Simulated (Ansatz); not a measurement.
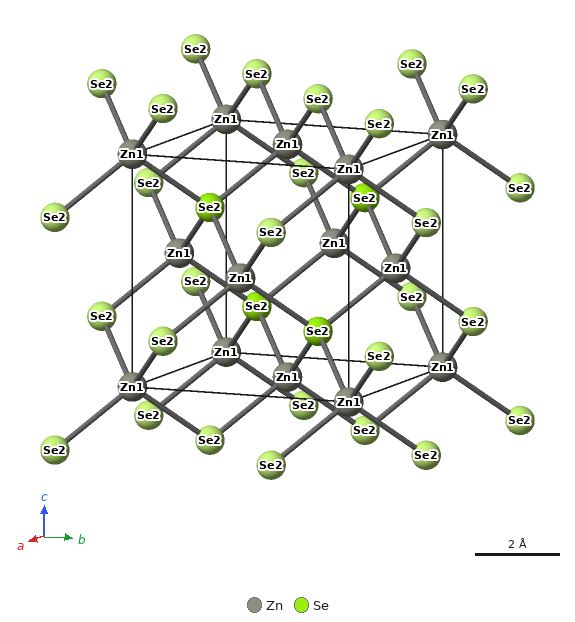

Fig. 1: The input geometry (ball-and-stick view of the cell 4 times as large as that of the calculation, set on its symmetry axes, seen slightly off an axis; neighbours outside the cell are drawn fainter; atoms are numbered from 1 in the order of the input). An atom can appear more than once, as a periodic image. Near neighbours in the periodic cell (some may lie outside the picture): Zn has 4 Se at 2.45 Å; Se has 4 Zn at 2.45 Å.

# Geometry relaxation, with input and output: ZnSe

- system: ZnSe (2 atoms in the cell)
- method: DFT PBE, scalar-relativistic, plane waves, PAW, no spin polarisation (Ansatz 0.2.0)

The structure derives from a Materials Project entry. Figures and captions count atoms from 1; the log counts them from 0 in places.

## Log
```
Engine: ansatz 0.2.0, aarch64-unknown-linux-gnu
Pseudopotentials: kind: paw
Pseudopotential: Zn, paw, valence charge 12, recommended cutoff 420 eV (normal), Zn.paw.azcp
Pseudopotential: Se, paw, valence charge 16, recommended cutoff 420 eV (normal), Se.paw.azcp
Functional definition: PBE
  parameter kappa = 0.804
  parameter beta = 0.06672455060314922
  exchange = pbe_x(kappa = kappa, mu = beta*pi^2/3)
  correlation = pbe_c(beta = beta)
Crystal: 2 atoms, lattice volume = 45.448 Å³
Basis set: ecut = 420 eV, 893 PW (Γ), exchange–correlation on 54×54×54 points (8 copies of the dense FFT grid, shifted against one another)
Bands: 18, of which v1, the nominal top of the filled ones, is band 14 counted from 1 (13 counted from 0)
Symmetry: 24 space group operations
Space group: F-43m (ITA 216), of the structure as read, at distance tolerance 3.6e-5 Å
k-points: 29 of 512 (time reversal used)
Non-local potential: Zn, projectors of the file, l = 0: 2, l = 1: 2, l = 2: 3, l = 3: 1
Non-local potential: Se, projectors of the file, l = 0: 2, l = 1: 2, l = 2: 3, l = 3: 1
PAW form: soft (Blöchl's): semilocal exchange-correlation on the pseudo side does not see the compensation charge
PAW one-centre angular grid: Zn, 590 points (default); XC on 64 Gauss nodes
PAW one-centre angular grid: Se, 590 points (default); XC on 64 Gauss nodes
Initial density: superposition of atomic densities (neutral atoms: chi_scale 0, normalization atom), corrected by the library's trained network
Initial wavefunctions: pseudopotential atomic-orbital guess
Functional: x = pbe(κ = 0.804, μ = 0.2195149727645171), c = pbe(β = 0.06672455060314922)
SCF iter   1: F=—  HF=-8789.525557 eV  |F-HF|=—  |Δ(HF+E_count)|=         —  Δρ=7.89e-4  dr2=4.19e-4  ethr=1.77e-3  ⟨swp⟩=6.0  Hψ=2677  notcnv=0
preconditioner: auto → none  [insulator: Δε(μ)=1.286 eV  Ē_g=11.926 eV  σ=0.020 eV  W_gap=1.00  n_scr=14 (ndim 8)  ℏωp=23.4 eV  f_vac=0.121  D(μ)=0.00/eV (n_scr^D=0)  ε∞_Penn≈4.8]
SCF iter   2: F=—  HF=-8789.525353 eV  |F-HF|=—  |Δ(HF+E_count)|=   2.04e-4  Δρ=3.93e-4  dr2=3.69e-5  ethr=1.50e-6  ⟨swp⟩=2.1  Hψ=1257  notcnv=0
SCF iter   3: F=—  HF=-8789.525370 eV  |F-HF|=—  |Δ(HF+E_count)|=   1.66e-5  Δρ=1.69e-4  dr2=7.09e-6  ethr=1.32e-7  ⟨swp⟩=2.0  Hψ=826  notcnv=0
SCF iter   4: F=—  HF=-8789.525371 eV  |F-HF|=—  |Δ(HF+E_count)|=   1.48e-6  Δρ=7.65e-5  dr2=9.93e-7  ethr=2.53e-8  ⟨swp⟩=2.0  Hψ=754  notcnv=0
SCF iter   5: F=—  HF=-8789.525375 eV  |F-HF|=—  |Δ(HF+E_count)|=   3.57e-6  Δρ=1.67e-5  dr2=1.95e-7  ethr=3.55e-9  ⟨swp⟩=2.0  Hψ=928  notcnv=0
SCF iter   6: F=-8789.525375 eV  HF=-8789.525375 eV  |F-HF|=6.55e-9  |Δ(HF+E_count)|=   1.38e-8  Δρ=3.95e-6  dr2=5.95e-9  ethr=3.57e-10  ⟨swp⟩=9.0  Hψ=4081  notcnv=0
SCF 1 converged in 6 iterations: F = -8789.525375 eV  dr2 = 5.95e-9
  greatest PAW one-centre occupation: 1.000 electrons in one spin orbital (limit 2), on the Se atom at site 1 (counted from 0), in its partial waves of l = 2
relax step   1: F+E_penalty+E_count = -8789.52537487 eV  Δ(F+E_penalty+E_count) = +0.000e0 eV  max|allowed force component| = 1.295e-16 eV/Å  Δτ_max = 0.0000 Å  P = +2.199 GPa  Ω = 45.448 Å³  (6 SCF iters, dr2 threshold 1.00e-7 eV, accepted)
Crystal: 2 atoms, lattice volume = 46.654 Å³
Basis set: ecut = 420 eV, 941 PW (Γ), exchange–correlation on 54×54×54 points (8 copies of the dense FFT grid, shifted against one another)
Initial density: handed on by an earlier stage of this run
Initial wavefunctions: those handed on with the density
iter 1 solved again at ethr=1.36e-6 eV; its pass at ethr=3.10e-3 eV (dr2=3.80e-4 eV) is discarded
SCF iter   1: F=—  HF=-8789.535248 eV  |F-HF|=—  |Δ(HF+E_count)|=         —  Δρ=8.25e-4  dr2=3.95e-4  ethr=1.36e-6  ⟨swp⟩=2.1  Hψ=3268  notcnv=0
preconditioner: auto → none  [insulator: Δε(μ)=1.196 eV  Ē_g=11.782 eV  σ=0.020 eV  W_gap=1.00  n_scr=14 (ndim 8)  ℏωp=23.1 eV  f_vac=0.127  D(μ)=0.00/eV (n_scr^D=0)  ε∞_Penn≈4.8]
SCF iter   2: F=—  HF=-8789.535202 eV  |F-HF|=—  |Δ(HF+E_count)|=   4.52e-5  Δρ=5.58e-4  dr2=8.61e-5  ethr=1.36e-6  ⟨swp⟩=2.0  Hψ=803  notcnv=0
SCF iter   3: F=—  HF=-8789.535203 eV  |F-HF|=—  |Δ(HF+E_count)|=   7.77e-7  Δρ=1.97e-4  dr2=2.01e-5  ethr=3.08e-7  ⟨swp⟩=2.0  Hψ=754  notcnv=0
SCF iter   4: F=—  HF=-8789.535198 eV  |F-HF|=—  |Δ(HF+E_count)|=   5.44e-6  Δρ=7.38e-5  dr2=1.32e-6  ethr=7.17e-8  ⟨swp⟩=2.0  Hψ=759  notcnv=0
SCF iter   5: F=-8789.535198 eV  HF=-8789.535198 eV  |F-HF|=1.60e-8  |Δ(HF+E_count)|=   2.18e-7  Δρ=1.07e-5  dr2=6.35e-8  ethr=7.14e-10  ⟨swp⟩=10.0  Hψ=4464  notcnv=0
SCF 2 converged in 5 iterations: F = -8789.535198 eV  dr2 = 6.35e-8
relax step   2: F+E_penalty+E_count = -8789.53519794 eV  Δ(F+E_penalty+E_count) = -9.823e-3 eV  max|allowed force component| = 6.939e-17 eV/Å  Δτ_max = 0.0000 Å  P = +0.555 GPa  Ω = 46.654 Å³  energy of the carried Pulay correction = -4.026e-4 eV  (5 SCF iters, dr2 threshold 2.00e-7 eV, accepted)
Crystal: 2 atoms, lattice volume = 47.077 Å³
iter 1 solved again at ethr=2.06e-7 eV; its pass at ethr=3.10e-3 eV (dr2=5.78e-5 eV) is discarded
SCF iter   1: F=—  HF=-8789.535840 eV  |F-HF|=—  |Δ(HF+E_count)|=         —  Δρ=2.76e-4  dr2=4.63e-5  ethr=2.06e-7  ⟨swp⟩=2.3  Hψ=3172  notcnv=0
preconditioner: auto → none  [insulator: Δε(μ)=1.157 eV  Ē_g=11.746 eV  σ=0.020 eV  W_gap=1.00  n_scr=14 (ndim 8)  ℏωp=23.0 eV  f_vac=0.127  D(μ)=0.00/eV (n_scr^D=0)  ε∞_Penn≈4.8]
SCF iter   2: F=—  HF=-8789.535829 eV  |F-HF|=—  |Δ(HF+E_count)|=   1.10e-5  Δρ=1.96e-4  dr2=1.05e-5  ethr=1.65e-7  ⟨swp⟩=2.0  Hψ=745  notcnv=0
SCF iter   3: F=—  HF=-8789.535830 eV  |F-HF|=—  |Δ(HF+E_count)|=   9.47e-7  Δρ=6.47e-5  dr2=2.28e-6  ethr=3.74e-8  ⟨swp⟩=2.0  Hψ=754  notcnv=0
SCF iter   4: F=-8789.535830 eV  HF=-8789.535830 eV  |F-HF|=3.55e-8  |Δ(HF+E_count)|=   3.62e-7  Δρ=2.46e-5  dr2=1.47e-7  ethr=7.14e-10  ⟨swp⟩=6.6  Hψ=3525  notcnv=0
SCF 3 converged in 4 iterations: F = -8789.535830 eV  dr2 = 1.47e-7
relax step   3: F+E_penalty+E_count = -8789.53582994 eV  Δ(F+E_penalty+E_count) = -6.320e-4 eV  max|allowed force component| = 7.112e-17 eV/Å  Δτ_max = 0.0000 Å  P = +0.034 GPa  Ω = 47.077 Å³  energy of the carried Pulay correction = -5.410e-4 eV  (4 SCF iters, dr2 threshold 2.00e-7 eV, accepted)
Basis set: ecut = 420 eV, 941 PW (Γ), exchange–correlation on 60×60×60 points (8 copies of the dense FFT grid, shifted against one another)
Initial wavefunctions: pseudopotential atomic-orbital guess (no wavefunctions were taken with the density)
iter 1 solved again at ethr=1.15e-7 eV; its pass at ethr=3.10e-3 eV (dr2=3.23e-5 eV) is discarded
SCF iter   1: F=—  HF=-8789.528138 eV  |F-HF|=—  |Δ(HF+E_count)|=         —  Δρ=7.56e-4  dr2=1.11e-5  ethr=1.15e-7  ⟨swp⟩=2.8  Hψ=3821  notcnv=0
preconditioner: auto → none  [insulator: Δε(μ)=1.160 eV  Ē_g=11.755 eV  σ=0.020 eV  W_gap=1.00  n_scr=14 (ndim 8)  ℏωp=23.0 eV  f_vac=0.127  D(μ)=0.00/eV (n_scr^D=0)  ε∞_Penn≈4.8]
SCF iter   2: F=—  HF=-8789.534255 eV  |F-HF|=—  |Δ(HF+E_count)|=   6.12e-3  Δρ=3.77e-4  dr2=2.49e-6  ethr=3.95e-8  ⟨swp⟩=2.0  Hψ=877  notcnv=0
SCF iter   3: F=—  HF=-8789.535967 eV  |F-HF|=—  |Δ(HF+E_count)|=   1.71e-3  Δρ=1.65e-4  dr2=5.70e-7  ethr=8.88e-9  ⟨swp⟩=2.0  Hψ=807  notcnv=0
SCF iter   4: F=—  HF=-8789.536354 eV  |F-HF|=—  |Δ(HF+E_count)|=   3.87e-4  Δρ=2.27e-5  dr2=4.99e-8  ethr=2.04e-9  ⟨swp⟩=2.0  Hψ=782  notcnv=0
SCF iter   5: F=—  HF=-8789.536360 eV  |F-HF|=—  |Δ(HF+E_count)|=   6.40e-6  Δρ=7.26e-6  dr2=1.59e-8  ethr=1.78e-10  ⟨swp⟩=2.3  Hψ=892  notcnv=0
SCF iter   6: F=—  HF=-8789.536360 eV  |F-HF|=—  |Δ(HF+E_count)|=   2.46e-8  Δρ=2.02e-6  dr2=7.77e-10  ethr=5.66e-11  ⟨swp⟩=2.0  Hψ=754  notcnv=0
SCF iter   7: F=—  HF=-8789.536360 eV  |F-HF|=—  |Δ(HF+E_count)|=   2.95e-8  Δρ=3.33e-7  dr2=3.35e-11  ethr=2.78e-12  ⟨swp⟩=2.0  Hψ=780  notcnv=0
SCF iter   8: F=-8789.536360 eV  HF=-8789.536360 eV  |F-HF|=1.09e-11  |Δ(HF+E_count)|=   1.00e-9  Δρ=9.47e-8  dr2=8.26e-12  ethr=1.00e-12  ⟨swp⟩=5.2  Hψ=2211  notcnv=0
SCF 4 converged in 8 iterations: F = -8789.536360 eV  dr2 = 8.26e-12
relax step   4: F+E_penalty+E_count = -8789.53636023 eV  Δ(F+E_penalty+E_count) = -5.303e-4 eV  max|allowed force component| = 6.823e-17 eV/Å  Δτ_max = 0.0000 Å  P = +0.032 GPa  Ω = 47.077 Å³  stress off target by 3.23e-2 GPa  SCF on the basis re-selected at this cell (its energy is not comparable with the rows above)  (8 SCF iters)
```

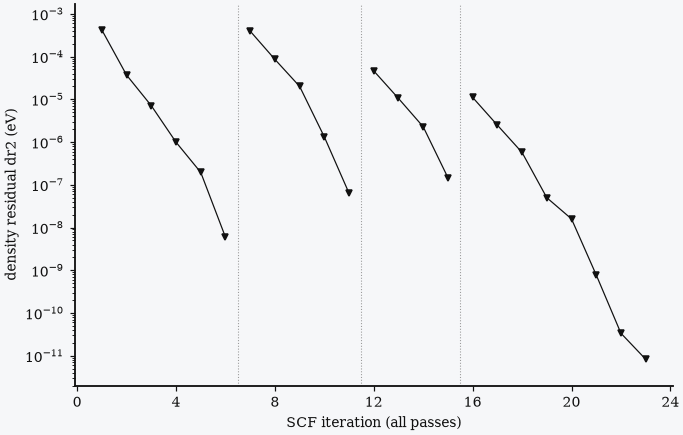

Fig. 2: Convergence of the self-consistent field: density residual dr2 against the SCF iteration. The dotted lines part the SCF passes of the relaxation: geometry steps, rejected trials and re-solves on a re-selected basis. The passes take 6, 5, 4 and 8 iterations.

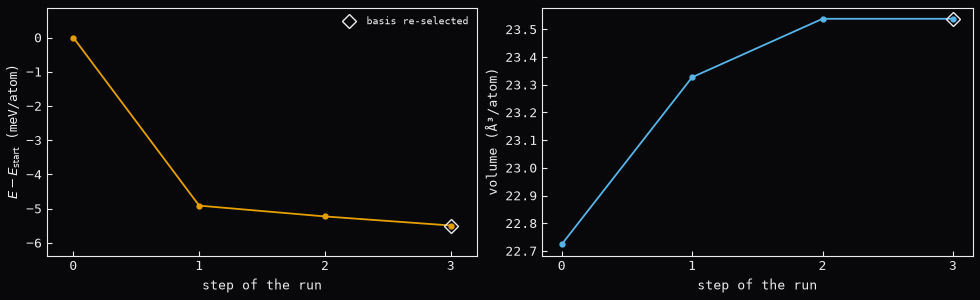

Fig. 3: Progress of the relaxation, step by step (the first geometry is step 0 here and step 1 in the log).

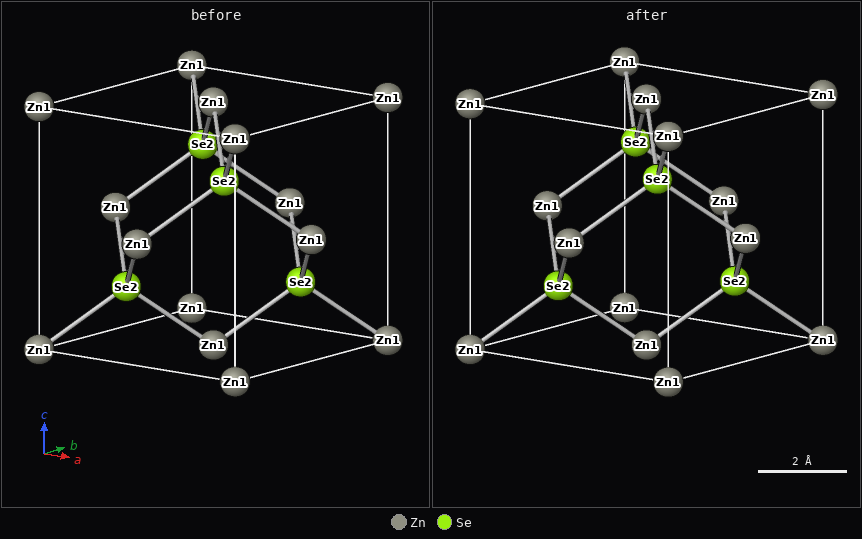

Fig. 4: Before (left) and after (right) the relaxation, at one scale (ball-and-stick view of the cell 4 times as large as that of the calculation, set on its symmetry axes, seen at an oblique angle). No atom moves by more than 0.005 Å relative to the cell. The drawn cell changes as follows: a = b = c 5.665 → 5.732 Å (+1.2 %); the volume changes by +3.6 %. Distances before and after: Zn1–Se2 2.453 → 2.482 Å. The space group stays F-43m (No. 216). Over 2 geometry steps the energy falls by 5.2 meV per atom. All forces vanish by symmetry, so only the cell relaxes. The pressure goes from 2.20 to 0.03 GPa. A last SCF at the same geometry on a re-selected plane-wave basis shifts the energy by −0.3 meV per atom. (Atoms are counted from 1 in the order of the input.)

```
basis re-selected at this cell: Δ(F+E_penalty+E_count) = -5.303e-4 eV, ΔP = -0.001 GPa vs the last step (what re-selecting the basis moved, of the pressure what is left beyond the Pulay correction that the steps carried, after the strain that the cell walked since its last selection, with what the two solves' SCF thresholds leave and, on support functions, any second-order correction that the steps lacked; it is no measure of the basis error at this ecutwfc). The dense FFT grid was sized anew with the basis: this SCF ran on 30×30×30 points, the steps before it on 27×27×27, so part of this shift can come from that change (see relax.cell in the input reference). This SCF's stress stands 3.23e-2 GPa from its target on what of the cell is left free (relax.cell.stress_tol is 5.00e-2 GPa) and its largest allowed force component is 6.82e-17 eV/Å (relax.f_tol is 5.00e-3 eV/Å): within both
SCF converged after 8 iterations
Free energy (F): -8789.536360 eV
Harris-Foulkes:  -8789.536360 eV  (|F-HF|=1.09e-11)
Internal energy: -8789.536360 eV  (E = F + TS)
E sigma→0 (E₀):  -8789.536360 eV
Fermi energy:    6.901388 eV
--- Per-component energies (eV) ---
  E_band       = -391.591470
  E_kinetic    = 249.347898
  E_local      = -4441.493326  (includes V_loc(G=0)·N_el)
  E_nonlocal   = 18.688271
  E_hartree    = 2055.207313
  E_xc         = -241.035452
  E_vxc        = -149.663509  (∫ρ·V_xc dr)
  E_paw        = -3739.765444  (= ΣΔE_a)
  E_vpaw       = -178.884663  (= ΣTr[D̂ρ^β])
  E_aug_tail   = -0.000935  (compensation charges beyond the density's cutoff)
  E_ewald      = -2690.484686
  E_smearing   = -0.000000  (= −TS)
  E_closure    = 0.000000  (closes the sum)
  Σ components = -8789.536360   (vs F -8789.536360, Δ=0.00e0)
--- Forces (eV/Å), atoms counted from 1 ---
  atom   1  Zn    -0.00000000     0.00000000     0.00000000
  atom   2  Se     0.00000000    -0.00000000    -0.00000000
  max |Σ_I F_I| component: 9.48e-17 eV/Å
--- Stress (GPa, compression-positive) ---
        0.032324      -0.000000       0.000000
       -0.000000       0.032324       0.000000
        0.000000       0.000000       0.032324
  P = ⅓ Tr σ = 0.0323 GPa (0.323 kbar)
--- Band table (eV; the first three rows and the last of 29) ---
  k-point 0: bands = ["-40.4589", "-40.4589", "-40.4589", "-40.4550", "-40.4550", "-6.7271", "-0.0995", "-0.0995", "-0.0995", "0.2415", "0.2415", "6.3239", "6.3239", "6.3239", "7.4785", "12.1430", "12.1430", "12.1430"]
  k-point 1: bands = ["-40.4589", "-40.4588", "-40.4588", "-40.4550", "-40.4550", "-6.6329", "-0.0907", "-0.0848", "-0.0848", "0.2403", "0.2403", "5.0283", "6.1814", "6.1814", "8.4732", "12.0592", "12.3854", "12.3854"]
  k-point 2: bands = ["-40.4588", "-40.4588", "-40.4588", "-40.4550", "-40.4550", "-6.3893", "-0.0526", "-0.0526", "-0.0324", "0.2417", "0.2417", "3.3646", "5.8752", "5.8752", "8.9829", "12.7531", "12.7531", "12.7942"]
  k-point 28: bands = ["-40.4588", "-40.4588", "-40.4586", "-40.4550", "-40.4549", "-5.7421", "0.0155", "0.0905", "0.2138", "0.2155", "0.5153", "1.8032", "3.6996", "3.8172", "11.7196", "11.8073", "13.2178", "14.0402"]
--- Relaxed structure (3 steps of the walk, 3 accepted, 1 SCFs on fresh bases) ---
  F+E_penalty+E_count = -8789.53636023 eV   max|allowed force component| = 6.823e-17 eV/Å   (the final SCF, on the basis selected at the relaxed cell)
  cell:  # Å, volume = 47.0765 Å³
    - [3.885221175082886e-34, 2.865880588042986, 2.865880588042986]
    - [2.865880588042986, 6.19724623500926e-33, 2.865880588042986]
    - [2.865880588042986, 2.865880588042986, 5.197279473553501e-33]
  atoms:
    - { symbol: Zn, position: [1.1842527918131958e-33, -9.009387267861153e-34, -1.1842527918131958e-33] }
    - { symbol: Se, position: [0.7499999999999999, 0.7499999999999999, 0.7499999999999999] }
```

## Trajectory as extended XYZ (Å, eV, eV/Å), 4 frames, from step=1 to step=4
```
2
Lattice="0.0000 2.8324 2.8324 2.8324 0.0000 2.8324 2.8324 2.8324 0.0000" Properties=species:S:1:pos:R:3:forces:R:3 step=1 energy=-8789.52537 pressure_GPa=2.20
Zn    0.0000    0.0000    0.0000    0.0000   0.0000   0.0000
Se    4.2487    4.2487    4.2487    0.0000   0.0000   0.0000
2
Lattice="0.0000 2.8573 2.8573 2.8573 0.0000 2.8573 2.8573 2.8573 0.0000" Properties=species:S:1:pos:R:3:forces:R:3 step=2 energy=-8789.53520 pressure_GPa=0.56
Zn    0.0000    0.0000    0.0000    0.0000   0.0000   0.0000
Se    4.2859    4.2859    4.2859    0.0000   0.0000   0.0000
2
Lattice="0.0000 2.8659 2.8659 2.8659 0.0000 2.8659 2.8659 2.8659 0.0000" Properties=species:S:1:pos:R:3:forces:R:3 step=3 energy=-8789.53583 pressure_GPa=0.03
Zn    0.0000    0.0000    0.0000    0.0000   0.0000   0.0000
Se    4.2988    4.2988    4.2988    0.0000   0.0000   0.0000
2
Lattice="0.0000 2.8659 2.8659 2.8659 0.0000 2.8659 2.8659 2.8659 0.0000" Properties=species:S:1:pos:R:3:forces:R:3 step=4 energy=-8789.53636 pressure_GPa=0.03
Zn    0.0000    0.0000    0.0000    0.0000   0.0000   0.0000
Se    4.2988    4.2988    4.2988    0.0000   0.0000   0.0000
```

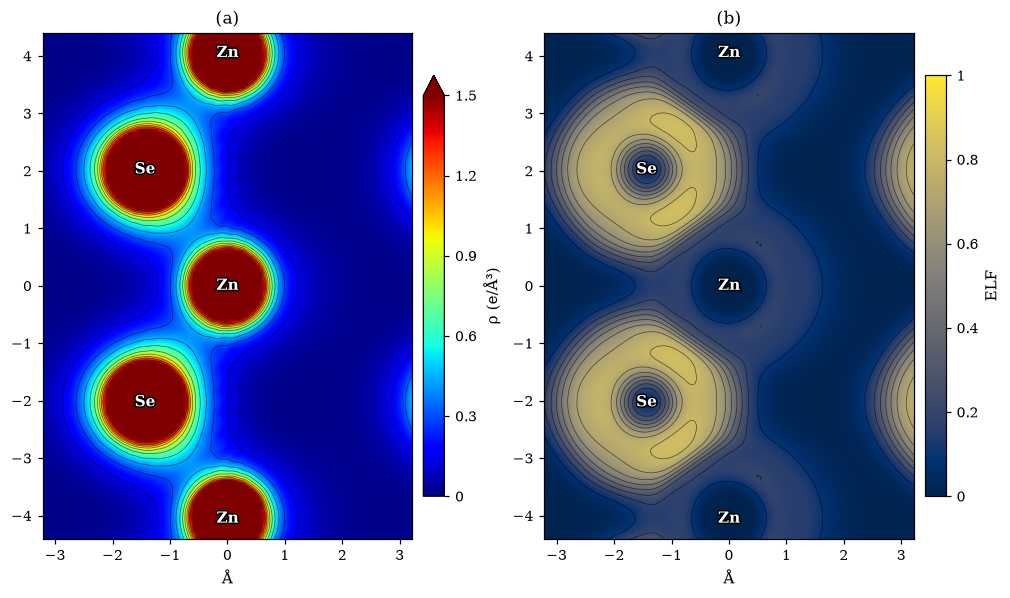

Fig. 5: (a) valence charge density (pseudo); (b) electron localisation function on the (110) plane of the conventional cell. Zn–Se (2.48 Å): ρ at the midpoint is about 0.44 e/Å³; the ELF is about 0.60 at the midpoint. Away from the nuclei the density in this plane falls to 0.01 e/Å³ at its lowest. The fields are those of the smooth PAW valence density.

The run was set up as follows.

## The input
```yaml
crystal:
  lattice:
    - [0.0, 2.8324425407, 2.8324425407]
    - [2.8324425407, 0.0, 2.8324425407]
    - [2.8324425407, 2.8324425407, 0.0]
  atoms:
    - { symbol: Zn, position: [0.0, 0.0, 0.0] }
    - { symbol: Se, position: [0.75, 0.75, 0.75] }
basis:
  ecutwfc: 420
kpoints:
  mp_grid: { grid: [8, 8, 8] }
hamiltonian:
  xc: pbe
scf:
  occupations: { method: gaussian, width: 0.02 }
output:
  forces: true
  stress: true
  eigenvalues: true
  write_density: true
  write_potential: true
  elf: true
  volumetric_format: npy
relax:
  adjacent_minimum: "off"
  f_tol: 0.005
  max_steps: 80
  cell: { stress_tol: 0.05 }
```

Run as:
```bash
ansatz run input.yaml --threads 4 --pin off --max-ram 10240MiB --backend cpu --events-out ev --progress --plain --runs-dir out
```

## Results in brief

- outcome: converged
- space group (tolerance 0.01 Å): F-43m (216)
- electrons treated: 28
- free energy: −8789.5364 eV
- Fermi energy: 6.901 eV
- gap on the k-point mesh: 1.15 eV
- pressure: 0.03 GPa
- final volume: 47.08 Å³
- largest force (length of the vector) at the end: under 0.001 eV/Å
- final cell: a = 4.053 Å, b = 4.053 Å, c = 4.053 Å, α = 60.00°, β = 60.00°, γ = 60.00°
- hardware: 4 threads of Arm Neoverse V2, 24 GiB of memory available, shared host
- wall time: 2.8 s (CPU time 9.7 s)
- peak memory: 0.37 GiB
